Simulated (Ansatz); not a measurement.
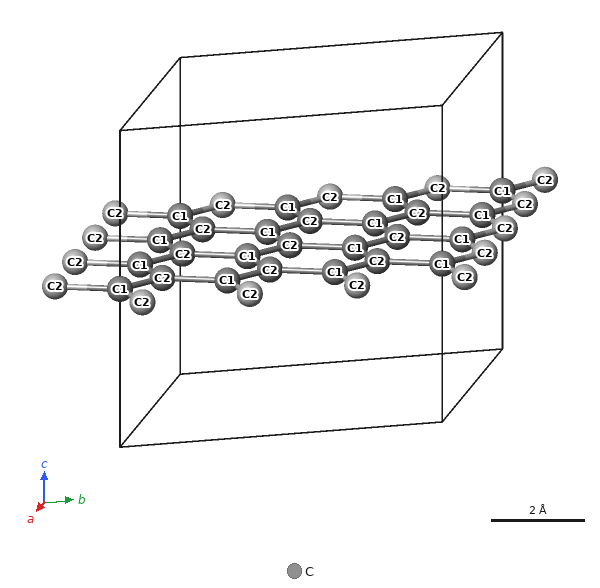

**Figure 1.** The structure as given in the input (ball-and-stick view of the 3 × 3 repeat of the cell, with the vacuum cut short, seen slightly off an axis; neighbours outside the cell are drawn fainter; atoms are numbered from 1 in the order of the input). Near neighbours in the crystal (not all of them lie inside the picture): C has 3 C at 1.42 Å.

# What a change does: geometry relaxation on C

System: C (slab, 2 atoms in the cell).
Method of run 1: DFT PBE, scalar-relativistic, plane waves, PAW, no spin polarisation (Ansatz 0.2.0).

The structure derives from a Materials Project entry. Text and figures count atoms from 1; the logs count them from 0 in places.

### The input, run 1
```yaml
crystal:
  lattice:
    - [2.4657067203, 0.0, 0.0]
    - [-1.2328533601, 2.1353646581, 0.0]
    - [0.0, 0.0, 26.0]
  atoms:
    - { symbol: C, position: [0.0, 0.0, 0.5] }
    - { symbol: C, position: [0.6666666667, 0.3333333333, 0.5] }
  periodic: [true, true, false]
basis:
  ecutwfc: 420
kpoints:
  mp_grid: { grid: [21, 21, 1] }
hamiltonian:
  xc: pbe
scf:
  occupations: { method: gaussian, width: 0.1 }
output:
  forces: true
  stress: true
  eigenvalues: true
  write_density: true
  write_potential: true
  elf: true
  volumetric_format: npy
relax:
  adjacent_minimum: "off"
  f_tol: 0.005
  max_steps: 50
  cell: { stress_2d_tol: 0.02 }
```

Command:
```bash
ansatz run input.yaml --threads 1 --pin off --max-ram 2560MiB --backend cpu --events-out ev --progress --plain --runs-dir out
```

Hardware: 1 thread of Intel Xeon (Granite Rapids), 192 GiB of memory available, shared host.

### Output, shortened to warnings, some set-up lines, iterations and results (run 1)
```
WARN: The output density's exchange-correlation potential varies sharply where the density is thin. Do not read a vacuum level from v_tot or v_xc, or from such a field of the output density. On a cell that repeats whose density bears no net charge and no dipole along the vacuum's axis use v_es (v_loc + v_h of the components); under efield.dipole_correction with no amplitude use v_es + v_field, …
Basis set: ecut = 420 eV, 2577 PW (Γ), exchange–correlation on 36×36×360 points (8 copies of the dense FFT grid, shifted against one another)
Symmetry: 24 space group operations
k-points: 48 of 441
Initial density: superposition of atomic densities (neutral atoms: chi_scale 0, normalization atom), corrected by the library's trained network
[...]
SCF iter   1: F=—  HF=-501.884557 eV  |F-HF|=—  |Δ(HF+E_count)|=         —  Δρ=1.51e-3  dr2=2.74e-3  ethr=1.77e-3  ⟨swp⟩=8.0  Hψ=3653  notcnv=0
SCF iter   2: F=—  HF=-501.884673 eV  |F-HF|=—  |Δ(HF+E_count)|=   1.16e-4  Δρ=4.04e-4  dr2=2.89e-4  ethr=3.43e-5  ⟨swp⟩=3.8  Hψ=1362  notcnv=0
SCF iter   3: F=—  HF=-501.884560 eV  |F-HF|=—  |Δ(HF+E_count)|=   1.13e-4  Δρ=6.50e-5  dr2=3.45e-6  ethr=3.62e-6  ⟨swp⟩=2.6  Hψ=825  notcnv=0
SCF iter   4: F=—  HF=-501.884602 eV  |F-HF|=—  |Δ(HF+E_count)|=   4.24e-5  Δρ=5.07e-6  dr2=3.10e-8  ethr=4.31e-8  ⟨swp⟩=3.2  Hψ=880  notcnv=0
SCF iter   5: F=-501.884602 eV  HF=-501.884602 eV  |F-HF|=2.34e-9  |Δ(HF+E_count)|=   9.75e-8  Δρ=1.01e-6  dr2=1.28e-9  ethr=3.87e-10  ⟨swp⟩=3.2  Hψ=674  notcnv=0
[... 21 lines ...]
SCF iter   2: F=—  HF=-501.884617 eV  |F-HF|=—  |Δ(HF+E_count)|=   2.65e-5  Δρ=3.62e-7  dr2=7.06e-11  ethr=6.37e-12  ⟨swp⟩=4.8  Hψ=1023  notcnv=0
SCF iter   3: F=-501.884617 eV  HF=-501.884617 eV  |F-HF|=1.84e-8  |Δ(HF+E_count)|=   1.84e-8  Δρ=8.14e-8  dr2=2.32e-12  ethr=1.00e-12  ⟨swp⟩=12.5  Hψ=3483  notcnv=0
SCF iter   4: F=-501.884617 eV  HF=-501.884617 eV  |F-HF|=5.92e-11  |Δ(HF+E_count)|=   1.84e-8  Δρ=8.77e-9  dr2=3.51e-14  ethr=1.00e-12  ⟨swp⟩=7.3  Hψ=2327  notcnv=0
SCF 4 converged in 4 iterations: F = -501.884617 eV  dr2 = 3.51e-14
relax step   4: F+E_penalty+E_count = -501.88461684 eV  Δ(F+E_penalty+E_count) = -3.648e-5 eV  max|allowed force component| = 3.331e-16 eV/Å  Δτ_max = 0.0000 Å  P = +0.001 …
basis re-selected at this cell: Δ(F+E_penalty+E_count) = -3.648e-5 eV, ΔP = +0.001 N/m vs the last step (what re-selecting the basis moved, of the pressure what is left beyond the Pulay correction that the steps carried, after the strain that the cell walked since its last selection, with what the …
[...]
```

For run 2 the input was changed thus:
```diff
-  xc: pbe
+  xc: lda
```

How does run 2 compare with run 1?

The total energies belong to different methods, so their difference says nothing on which is more stable or more accurate. The work function goes from 4.25 to 4.48 eV. The functional changes from PBE to LDA. The SCF takes 36 iterations over all geometry steps against 23. On the same kind of shared host run 2 took about 1.5 times as long.

### Output, shortened to warnings, some set-up lines, iterations and results (run 2)
```
WARN: The output density's exchange-correlation potential varies sharply where the density is thin. Do not read a vacuum level from v_tot or v_xc, or from such a field of the output density. On a cell that repeats whose density bears no net charge and no dipole along the vacuum's axis use v_es (v_loc + v_h of the components); under efield.dipole_correction with no amplitude use v_es + v_field, …
Basis set: ecut = 420 eV, 2577 PW (Γ)
Symmetry: 24 space group operations
k-points: 48 of 441
Initial density: superposition of atomic densities (neutral atoms: chi_scale 0, normalization atom), corrected by the library's trained network
[...]
SCF iter   1: F=—  HF=-485.907017 eV  |F-HF|=—  |Δ(HF+E_count)|=         —  Δρ=2.53e-3  dr2=3.42e-3  ethr=1.77e-3  ⟨swp⟩=8.2  Hψ=3685  notcnv=0
SCF iter   2: F=—  HF=-485.907758 eV  |F-HF|=—  |Δ(HF+E_count)|=   7.41e-4  Δρ=3.90e-4  dr2=2.37e-4  ethr=4.28e-5  ⟨swp⟩=3.2  Hψ=1283  notcnv=0
SCF iter   3: F=—  HF=-485.907665 eV  |F-HF|=—  |Δ(HF+E_count)|=   9.33e-5  Δρ=8.32e-5  dr2=8.24e-6  ethr=2.97e-6  ⟨swp⟩=2.8  Hψ=808  notcnv=0
SCF iter   4: F=—  HF=-485.907668 eV  |F-HF|=—  |Δ(HF+E_count)|=   3.37e-6  Δρ=7.60e-6  dr2=3.24e-8  ethr=1.03e-7  ⟨swp⟩=3.2  Hψ=725  notcnv=0
SCF iter   5: F=-485.907668 eV  HF=-485.907668 eV  |F-HF|=4.65e-9  |Δ(HF+E_count)|=   2.45e-7  Δρ=3.92e-7  dr2=3.62e-10  ethr=4.05e-10  ⟨swp⟩=3.3  Hψ=740  notcnv=0
[... 40 lines ...]
SCF iter   1: F=—  HF=-485.917817 eV  |F-HF|=—  |Δ(HF+E_count)|=         —  Δρ=6.72e-7  dr2=7.27e-11  ethr=1.93e-7  ⟨swp⟩=5.3  Hψ=5335  notcnv=0
SCF iter   2: F=—  HF=-485.917818 eV  |F-HF|=—  |Δ(HF+E_count)|=   1.30e-6  Δρ=2.31e-7  dr2=2.62e-11  ethr=1.00e-12  ⟨swp⟩=5.7  Hψ=1158  notcnv=0
SCF iter   3: F=-485.917818 eV  HF=-485.917818 eV  |F-HF|=1.59e-12  |Δ(HF+E_count)|=  1.20e-11  Δρ=4.94e-8  dr2=7.37e-13  ethr=1.00e-12  ⟨swp⟩=11.7  Hψ=3163  notcnv=0
SCF 7 converged in 3 iterations: F = -485.917818 eV  dr2 = 7.37e-13
relax step   7: F+E_penalty+E_count = -485.91781785 eV  Δ(F+E_penalty+E_count) = +1.477e-5 eV  max|allowed force component| = 2.591e-16 eV/Å  Δτ_max = 0.0000 Å  P = -0.001 …
basis re-selected at this cell: Δ(F+E_penalty+E_count) = +1.477e-5 eV, ΔP = -0.000 N/m vs the last step (what re-selecting the basis moved, of the pressure what is left beyond the Pulay correction that the steps carried, after the strain that the cell walked since its last selection, with what the …
[...]
```

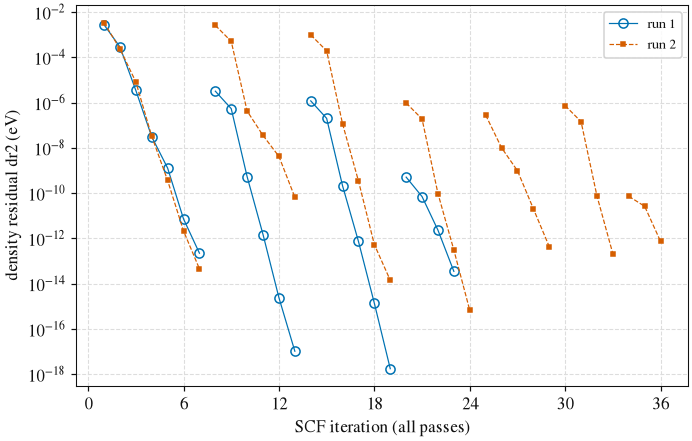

**Figure 2.** Convergence of the two runs: density residual dr2 against the SCF iteration. A break in a curve parts two SCF passes. Run 1 takes 23 iterations in all, and run 2 takes 36.

### The two runs side by side

| quantity | run 1 | run 2 |
| --- | --- | --- |
| outcome | converged | converged |
| free energy per atom (eV) | −250.9423 | −242.9589 |
| gap on the mesh (eV) | 0.00 | 0.00 |
| work function (eV) | 4.25 | 4.48 |
| largest force (eV/Å) | 0.000 | 0.000 |
| SCF iterations | 23 | 36 |
| irreducible k-points | 48 | 48 |
| wall time (shared host) | 12 s | 18 s |

For both runs: Warnings: the exchange-correlation potential is rough where the density is thin.
